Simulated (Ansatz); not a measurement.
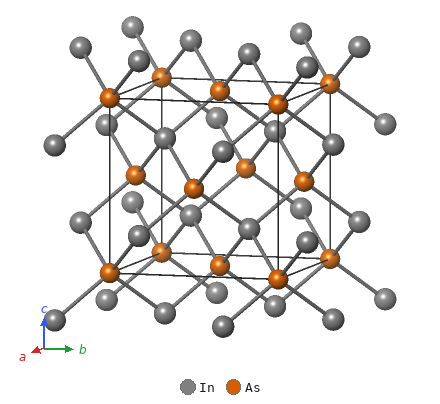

InAs (space group F-43m, No. 216). Coordinates: coordinates from a relaxation with DFT PBE+D3(BJ), scalar-relativistic, plane waves, PAW in Ansatz.

Bonds are taken as As–In below 3 Å; no other contact counts. Atoms with one bond or none are removed and atoms with two bonds are replaced by edges, until no such atom is left.

> What kind of net remains, and which atoms are its nodes?

A uninodal 4-connected, three-periodic net: In and As are 4-connected nodes.

> Name the underlying net.

It is the dia net, known from diamond, zinc blende and cristobalite.

> Is the net interpenetrated?

It is a single net, without interpenetration.

> Give the first four terms of the coordination sequence (nodes one, two, three … edges away).

In and As: 4, 12, 24, 42.

The simplified net, drawn on the atoms' positions. Nodes are coloured by element. Edges to nodes outside the piece are drawn as stubs.

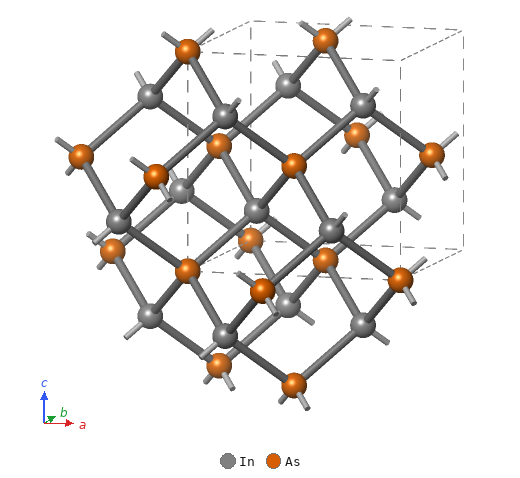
